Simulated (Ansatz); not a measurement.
Single-point calculation of MoSe

System: MoSe (F-43m, 2 atoms in the cell).
Method: DFT PBE+U, scalar-relativistic, plane waves, PAW, Ueff = 4.38 eV on Mo d, spin-polarised (Ansatz 0.2.0).

The structure was built on a prototype by a generator; it need not be a known phase. It belongs to a series of runs on one base structure; here: volume fm: 0.92 V/V0. Figures and captions count atoms from 1; the log counts them from 0 in places.

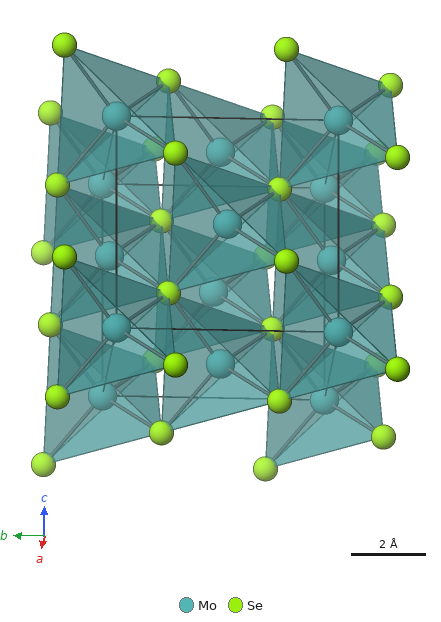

The structure (polyhedral view of the cell 4 times as large as that of the calculation, set on its symmetry axes, seen at an oblique angle; polyhedra are completed across the faces of the cell). An atom can appear more than once, as a periodic image.

### The input
```yaml
crystal:
  lattice:
    - [0.0, 3.037834023, 3.037834023]
    - [3.037834023, 0.0, 3.037834023]
    - [3.037834023, 3.037834023, 0.0]
  atoms:
    - { symbol: Mo, position: [0.0, 0.0, 0.0], spin: 2.0 }
    - { symbol: Se, position: [0.25, 0.25, 0.25] }
basis:
  ecutwfc: 420
kpoints:
  mp_grid: { grid: [12, 12, 12] }
hamiltonian:
  xc: pbe
  hubbard: { sites: [{ species: Mo, l: d, u_eff: 4.38 }] }
scf:
  occupations: { method: gaussian, width: 0.1 }
output:
  forces: true
  stress: true
  eigenvalues: true
  populations: true
  write_density: true
  write_potential: true
  elf: true
  volumetric_format: npy
magnetization:
  spin_polarized: true
```

Launched with:
```bash
ansatz run input.yaml --threads 1 --pin off --max-ram 2560MiB --backend cpu --events-out ev --progress --plain --runs-dir out
```

### What the program printed
```
Mo: projections on atomic orbitals take those of the free atom [Ar 3d10] 4s2 4p6 4d5 5s1, of charge +0.00 (hamiltonian.pseudopotentials.projection_atoms); the dataset's partial waves leave at most 6.0e-6 of an orbital's norm unspanned inside its sphere
Se: projections on atomic orbitals take those of the free atom [Ar] 3d10 4s2 4p4, of charge +0.00 (hamiltonian.pseudopotentials.projection_atoms); the dataset's partial waves leave at most 2.3e-6 of an orbital's norm unspanned inside its sphere
Engine: ansatz 0.2.0, x86_64-unknown-linux-gnu
Pseudopotentials: kind: paw
Pseudopotential: Mo, paw, valence charge 14, recommended cutoff 420 eV (normal), Mo.paw.azcp
Pseudopotential: Se, paw, valence charge 16, recommended cutoff 420 eV (normal), Se.paw.azcp
Functional definition: PBE
  parameter kappa = 0.804
  parameter beta = 0.06672455060314922
  exchange = pbe_x(kappa = kappa, mu = beta*pi^2/3)
  correlation = pbe_c(beta = beta)
Crystal: 2 atoms, lattice volume = 56.069 Å³
Basis set: ecut = 420 eV, 1067 PW (Γ), exchange–correlation on 60×60×60 points (8 copies of the dense FFT grid, shifted against one another)
Bands: 20, of which v1, the nominal top of the filled ones, is band 15 counted from 1 (14 counted from 0)
Symmetry: 24 space group operations
Space group: F-43m (ITA 216), of the structure as read, at distance tolerance 3.8e-5 Å
Magnetic group: BNS 216.74 (UNI 1576), of the structure as read, at distance tolerance 3.8e-5 Å
k-points: 72 of 1728 (time reversal used)
Non-local potential: Mo, projectors of the file, l = 0: 3, l = 1: 2, l = 2: 2, l = 3: 1
Non-local potential: Se, projectors of the file, l = 0: 2, l = 1: 2, l = 2: 3, l = 3: 1
PAW form: soft (Blöchl's): semilocal exchange-correlation on the pseudo side does not see the compensation charge
PAW one-centre angular grid: Mo, 590 points (default); XC on 64 Gauss nodes
PAW one-centre angular grid: Se, 590 points (default); XC on 64 Gauss nodes
Initial density: superposition of atomic densities (chi_scale 0.1, normalization cell)
Starting moments: Σ|m| = 2 μB on 1 of 2 sites
Initial wavefunctions: pseudopotential atomic-orbital guess
Functional: x = pbe(κ = 0.804, μ = 0.2195149727645171), c = pbe(β = 0.06672455060314922)
SCF iter   1: F=—  HF=-10419.825054 eV  |F-HF|=—  |Δ(HF+E_count)|=         —  Δρ=4.01e-2 (↑2.73e-2 ↓4.01e-2)  dr2=1.75e0  dr2_m=3.85e-1  M=3.335 μB ∫|m|=3.412 μB  β_m=1.00  ethr=3.10e-3  ⟨swp⟩=5.6  Hψ=12699  notcnv=0
preconditioner: auto → Kerker (q_TF=auto, 2.458 Å⁻¹)  [metal: Δε(μ)=0.011 eV  Ē_g=8.134 eV  σ=0.100 eV  W_gap=0.06  n_scr=14 (ndim 8)  ℏωp=17.2 eV  f_vac=0.030  D(μ)=2.05/eV (n_scr^D=14)]
spin=Collinear: Kerker preconditioning applied to the charge; magnetization (m = ρ↑ − ρ↓) channel mixes plain (no charge-response kernel on spin).
SCF iter   2: F=—  HF=-10420.652828 eV  |F-HF|=—  |Δ(HF+E_count)|=   8.28e-1  Δρ=2.39e-2 (↑1.14e-2 ↓2.39e-2)  dr2=6.47e-1  dr2_m=9.58e-2  M=4.000 μB ∫|m|=4.176 μB  β_m=1.00  ethr=3.10e-3  ⟨swp⟩=2.0  Hψ=5172  notcnv=0  defer=97
SCF iter   3: F=—  HF=-10420.903683 eV  |F-HF|=—  |Δ(HF+E_count)|=   2.51e-1  Δρ=7.82e-3 (↑6.34e-3 ↓7.82e-3)  dr2=8.33e-2  dr2_m=1.07e-2  M=4.000 μB ∫|m|=4.347 μB  β_m=1.00  ethr=2.16e-3  ⟨swp⟩=2.0  Hψ=3958  notcnv=0  defer=97
SCF iter   4: F=—  HF=-10421.069136 eV  |F-HF|=—  |Δ(HF+E_count)|=   1.65e-1  Δρ=4.75e-3 (↑4.75e-3 ↓2.75e-3)  dr2=2.82e-2  dr2_m=2.43e-3  M=4.000 μB ∫|m|=4.435 μB  β_m=1.00  ethr=2.78e-4  ⟨swp⟩=2.4  Hψ=4506  notcnv=0  defer=97
SCF iter   5: F=—  HF=-10421.161736 eV  |F-HF|=—  |Δ(HF+E_count)|=   9.26e-2  Δρ=1.62e-3 (↑1.62e-3 ↓1.06e-3)  dr2=4.52e-3  dr2_m=3.09e-4  M=4.000 μB ∫|m|=4.473 μB  β_m=0.30  ethr=9.39e-5  ⟨swp⟩=2.5  Hψ=5205  notcnv=0  defer=97
Mixer restart at iter 5: flushing history
spin-set hold released at iteration 5 (site moments contracting): the magnetisation degrees of freedom join the quasi-Newton model from the next iteration; the mixer history was flushed
SCF iter   6: F=—  HF=-10421.213189 eV  |F-HF|=—  |Δ(HF+E_count)|=   5.15e-2  Δρ=1.59e-3 (↑1.59e-3 ↓9.74e-4)  dr2=3.69e-3  dr2_m=4.18e-4  M=4.000 μB ∫|m|=4.493 μB  β_m=0.65  ethr=1.51e-5  ⟨swp⟩=2.3  Hψ=4187  notcnv=0  defer=97
SCF iter   7: F=—  HF=-10421.270934 eV  |F-HF|=—  |Δ(HF+E_count)|=   5.77e-2  Δρ=6.86e-4 (↑6.86e-4 ↓6.62e-4)  dr2=8.87e-4  dr2_m=1.40e-4  M=4.000 μB ∫|m|=4.550 μB  β_m=0.67  ethr=1.23e-5  ⟨swp⟩=2.0  Hψ=4576  notcnv=0  defer=97
SCF iter   8: F=—  HF=-10421.271186 eV  |F-HF|=—  |Δ(HF+E_count)|=   2.52e-4  Δρ=3.77e-4 (↑3.77e-4 ↓3.49e-4)  dr2=3.72e-4  dr2_m=2.87e-5  M=4.000 μB ∫|m|=4.556 μB  β_m=0.83  ethr=2.96e-6  ⟨swp⟩=2.1  Hψ=4638  notcnv=0  defer=97
SCF iter   9: F=—  HF=-10421.271440 eV  |F-HF|=—  |Δ(HF+E_count)|=   2.55e-4  Δρ=1.20e-4 (↑1.16e-4 ↓1.20e-4)  dr2=6.80e-5  dr2_m=2.36e-7  M=4.000 μB ∫|m|=4.560 μB  β_m=0.92  ethr=1.24e-6  ⟨swp⟩=2.0  Hψ=3499  notcnv=0  defer=97
SCF iter  10: F=—  HF=-10421.271504 eV  |F-HF|=—  |Δ(HF+E_count)|=   6.36e-5  Δρ=3.76e-5 (↑3.64e-5 ↓3.76e-5)  dr2=4.12e-6  dr2_m=1.97e-7  M=4.000 μB ∫|m|=4.561 μB  β_m=0.96  ethr=2.27e-7  ⟨swp⟩=2.0  Hψ=3694  notcnv=0  defer=97
iter 11 did not close the SCF: its close was put off for a magnetic moment that had not settled (scf_convergence_deferred on its scf_iter line)
SCF iter  11: F=-10421.271510 eV  HF=-10421.271510 eV  |F-HF|=8.33e-8  |Δ(HF+E_count)|=   6.27e-6  Δρ=7.10e-6 (↑5.84e-6 ↓7.10e-6)  dr2=4.20e-8  dr2_m=1.28e-8  M=4.000 μB ∫|m|=4.560 μB  β_m=0.98  ethr=3.33e-10  ⟨swp⟩=9.2  Hψ=20590  notcnv=0
SCF iter  12: F=-10421.271510 eV  HF=-10421.271510 eV  |F-HF|=1.74e-9  |Δ(HF+E_count)|=   1.03e-7  Δρ=1.03e-6 (↑9.04e-7 ↓1.03e-6)  dr2=1.40e-9  dr2_m=9.00e-11  M=4.000 μB ∫|m|=4.560 μB  ethr=1.40e-10  ⟨swp⟩=5.5  Hψ=16910  notcnv=0
SCF 1 converged in 12 iterations: F = -10421.271510 eV  dr2 = 1.40e-9
  greatest PAW one-centre occupation: 1.000 electrons in one spin orbital (limit 2), on the Se atom at site 1 (counted from 0), in its partial waves of l = 2
```

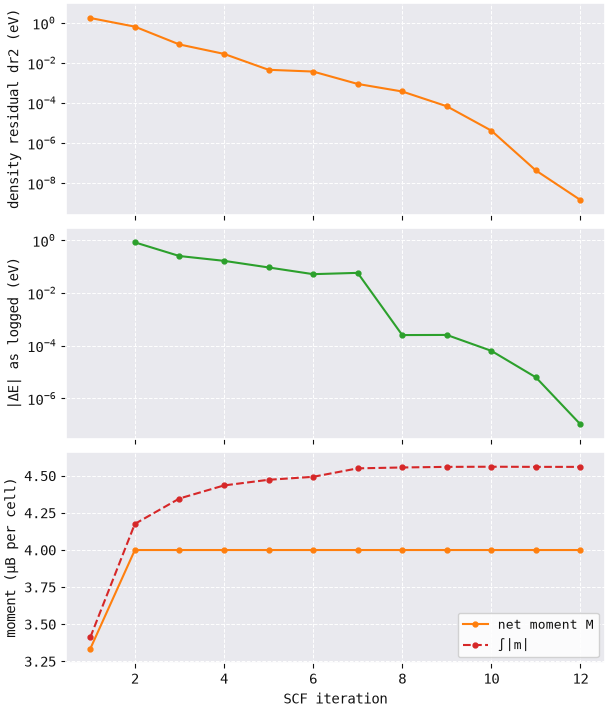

Convergence of the self-consistent field: density residual dr2, size of the energy change and magnetic moment against the SCF iteration. The residual falls at every step. The net moment goes from 3.3 to 4.0 μB per cell.

```
SCF converged after 12 iterations
Magnetization: 4.0000 μB (17.0000 up, 13.0000 down)
Absolute magnetization: 4.5401 μB (∫|ρ↑−ρ↓|, with the PAW one-centre terms)
Spin contamination: 0.1978 ħ² per cell (⟨S²⟩ above its minimum at these occupations)
Per-site moments (μB) at R_I (Å): [(3.05943928949817, 1.0852220925144558), (-0.23536590088930762, 1.0852220925144558)]
Free energy (F): -10421.271510 eV
Harris-Foulkes:  -10421.271510 eV  (|F-HF|=1.74e-9)
Internal energy: -10421.267041 eV  (E = F + TS)
E sigma→0 (E₀):  -10421.269276 eV
Entropy (-TS):   -0.004469 eV (-2.235 meV/atom)
Fermi energy:    8.832722 eV
--- Per-component energies (eV) ---
  E_band       = -603.347419
  E_kinetic    = 561.159040
  E_local      = -4051.424355  (includes V_loc(G=0)·N_el)
  E_nonlocal   = -447.047457
  E_hartree    = 1797.354658
  E_xc         = -286.263772
  E_vxc        = -325.145218  (∫ρ·V_xc dr)
  E_hubbard    = 1.675836  (on-site DFT+U / exact-exchange correction)
  E_vhub       = -7.392107  (the Hubbard potential's part of the band-sum identity)
  E_paw        = -5115.182378  (= ΣΔE_a)
  E_vpaw       = 71.792779  (= ΣTr[D̂ρ^β])
  E_aug_tail   = -0.000545  (compensation charges beyond the density's cutoff)
  E_ewald      = -2881.538069
  E_smearing   = -0.004469  (= −TS)
  E_closure    = -0.000000  (closes the sum)
  Σ components = -10421.271510   (vs F -10421.271510, Δ=0.00e0)
--- Forces (eV/Å), atoms counted from 1 ---
  atom   1  Mo     0.00000000    -0.00000000     0.00000000
  atom   2  Se    -0.00000000     0.00000000     0.00000000
  max |Σ_I F_I| component: 1.23e-16 eV/Å
--- Stress (GPa, compression-positive) ---
        4.619556       0.000000       0.000000
        0.000000       4.619556      -0.000000
        0.000000      -0.000000       4.619556
  P = ⅓ Tr σ = 4.6196 GPa (46.196 kbar)
--- Band table (eV; the first three rows and the last of 144) ---
  k-point 0 ↑: bands = ["-52.7400", "-39.1083", "-39.1083", "-39.1083", "-39.1022", "-39.1022", "-26.9914", "-26.9914", "-26.9914", "-4.8116", "3.5791", "3.5791", "3.5791", "5.4297", "5.4297", "9.1112", "10.8405", "10.8405", "10.8405", "15.1272"]
  k-point 1 ↑: bands = ["-52.7400", "-39.1083", "-39.1083", "-39.1083", "-39.1022", "-39.1022", "-26.9928", "-26.9916", "-26.9916", "-4.7899", "3.5484", "3.6066", "3.6066", "5.4214", "5.4214", "9.1825", "10.6971", "10.7583", "10.7583", "14.9409"]
  k-point 2 ↑: bands = ["-52.7400", "-39.1083", "-39.1083", "-39.1081", "-39.1022", "-39.1022", "-26.9966", "-26.9922", "-26.9922", "-4.7316", "3.4953", "3.6765", "3.6765", "5.4158", "5.4158", "9.0728", "10.5188", "10.5188", "10.6070", "14.5977"]
  k-point 71 ↓: bands = ["-50.4495", "-39.1515", "-39.1514", "-39.1511", "-39.1466", "-39.1465", "-24.4545", "-24.4457", "-24.4425", "-4.3106", "4.9436", "5.1089", "5.7144", "10.6523", "11.5907", "12.6337", "12.6423", "13.5190", "15.8647", "16.4319"]
Occupation matrices written to [file]
--- Löwdin populations: 2 sites ---
  site symbol       q [e]    m [muB]
     0     Mo     13.3982     4.2336
     1     Se     16.4671    -0.3370
  spilling = 0.004492 (of n_electrons = 30.000000)
```

### File populations.tsv
```
# site	symbol	l	j	q_up	q_dn
# orbitals = lowdin
# n_electrons = 30.000000
# spilling = 0.004492
# projection_atom_Mo: [Ar 3d10] 4s2 4p6 4d5 5s1
# projection_atom_Se: [Ar] 3d10 4s2 4p4
0	Mo	0_4S	-	0.993608	0.993781
0	Mo	0_5S	-	0.300150	0.210226
0	Mo	1_4P	-	2.995963	2.996979
0	Mo	2_4D	-	4.526155	0.381328
1	Se	0_4S	-	0.915680	0.884291
1	Se	1_4P	-	2.149393	2.517867
1	Se	2_3D	-	4.999971	4.999861
```

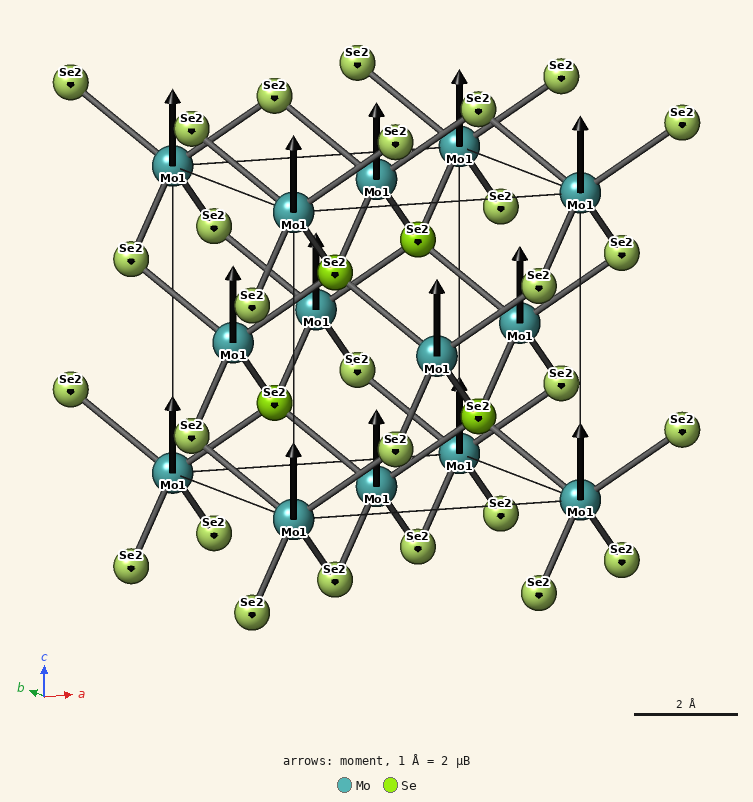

Magnetic moments of the sites as black arrows (ball-and-stick view of the cell 4 times as large as that of the calculation, set on its symmetry axes, seen slightly off an axis; neighbours outside the cell are drawn fainter; atoms are numbered from 1 in the order of the input); small moments hardly show. The run is collinear, so the axis drawn is arbitrary. Site moments: Mo1 (3.06 μB); Se2 (−0.24 μB). They are counted near the atoms and needn't add up to the moment of the cell.

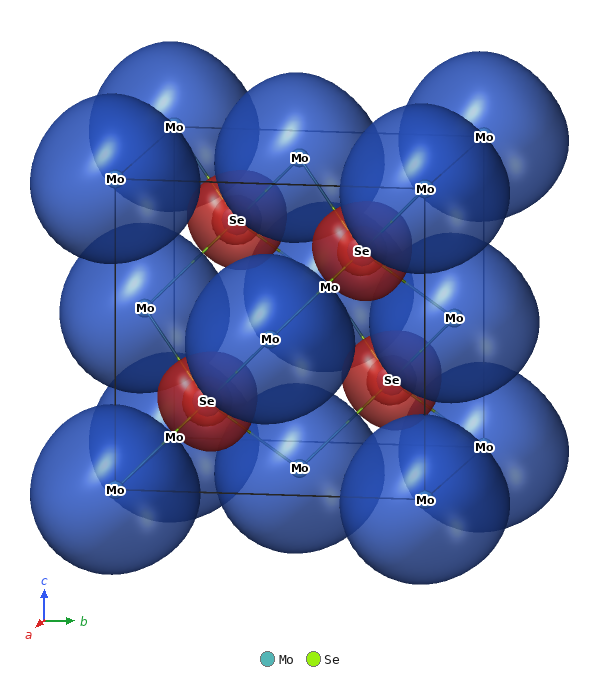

Isosurfaces of the spin density (up minus down) at +0.04 (blue) and −0.04 e/Å³ (red), seen slightly off an axis. Sticks mark near contacts. The outline is the cell set on symmetry axes. The cell of the calculation (2 atoms) carries 4.0 μB net. Core electrons are frozen (PAW), so the fields are smoothed inside the atomic spheres.

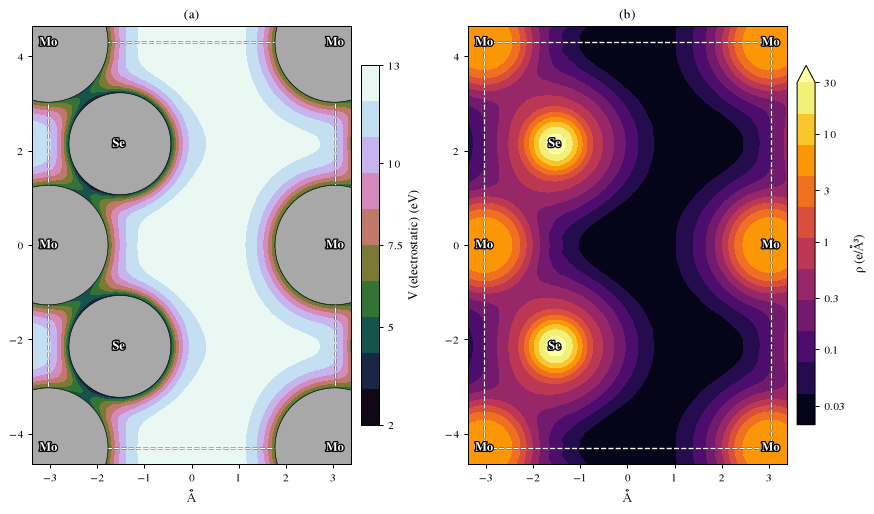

(a) electrostatic potential energy of an electron; (b) valence electron density on the (110) plane of the conventional cell. Grey discs, where drawn, cover atomic cores. Atoms in the plane: Mo and Se. Mo–Se (2.63 Å): ρ is about 0.42 e/Å³ halfway. Away from the nuclei the density in this plane falls to 0.01 e/Å³ at its lowest. Outside the cores the potential energy rises away from the atoms and is highest about 2.6 Å from the nearest atoms; outside the discs it spans about 11 eV, and its zero is arbitrary.

### Results in brief

```json
{"quantity": "outcome", "value": "converged"}
{"quantity": "space group (tolerance 0.01 Å)", "value": "F-43m (216)"}
{"quantity": "electrons treated", "value": "30"}
{"quantity": "free energy", "value": "−10421.2715 eV"}
{"quantity": "Fermi energy", "value": "8.833 eV"}
{"quantity": "gap on the k-point mesh", "value": "none (metallic)"}
{"quantity": "net moment of the cell", "value": "4.00 μB"}
{"quantity": "integrated absolute moment", "value": "4.54 μB"}
{"quantity": "pressure", "value": "4.62 GPa"}
{"quantity": "largest force (length of the vector)", "value": "under 0.001 eV/Å"}
{"quantity": "hardware", "value": "1 thread of Intel Xeon @ 2.90GHz (Ice Lake), 16 GiB of memory available, shared host"}
{"quantity": "wall time", "value": "18 s"}
{"quantity": "peak memory", "value": "0.57 GiB"}
```

### Notes

The electronic state found may not be the lowest one.
